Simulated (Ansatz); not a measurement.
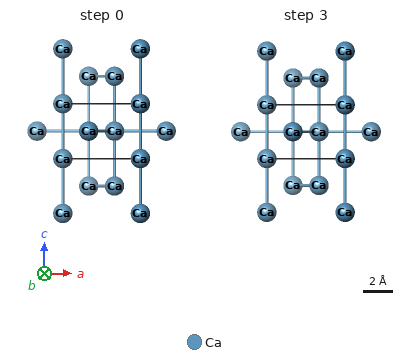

The structure of crystalline Ca (a generated structure, set up in P6/mmm) before (left) and after (right) a relaxation, at one scale.

The picture is a ball-and-stick view of the cell of the calculation, seen along the b axis.

Phase: omega (AlB2-type).

These are results of DFT, r2SCAN, plane waves (500 eV) with PAW, scalar-relativistic (Ansatz 0.2.0), not measurements. Settings: plane-wave cutoff 500 eV; k-point mesh 6 × 6 × 8; occupations fermi dirac; smearing width 0.1 eV; no spin polarisation; cell and atoms relaxed; force threshold 0.01 eV/Å; at most 60 steps.

Question: What changed between the two?

Answer: Over 2 accepted moves (3 points after the start) the energy falls by 2.6 meV per atom. All forces vanish by symmetry, so only the cell relaxes. The pressure goes from 0.04 to 0.01 GPa. The SCF was repeated once at an unchanged geometry on a basis and grid sized afresh for the cell, which shifted the energy by less than 0.05 meV per atom at most. The atoms keep their places relative to the cell (all moves are under 0.005 Å). Cell: a = b 6.271 → 6.334 Å (+1.0 %), c 3.844 → 3.764 Å (−2.1 %). Volume −0.1 %. Among the contacts that change: Ca–Ca 3.844 → 3.764 Å, Ca–Ca 3.620 → 3.657 Å. The space group stays P6/mmm (No. 191). Cost: 73 s on 1 thread of Intel(R) Xeon(R) Platinum 8259CL CPU @ 2.50GHz (Skylake/Cascade Lake), on a shared host, peak memory 0.89 GiB.
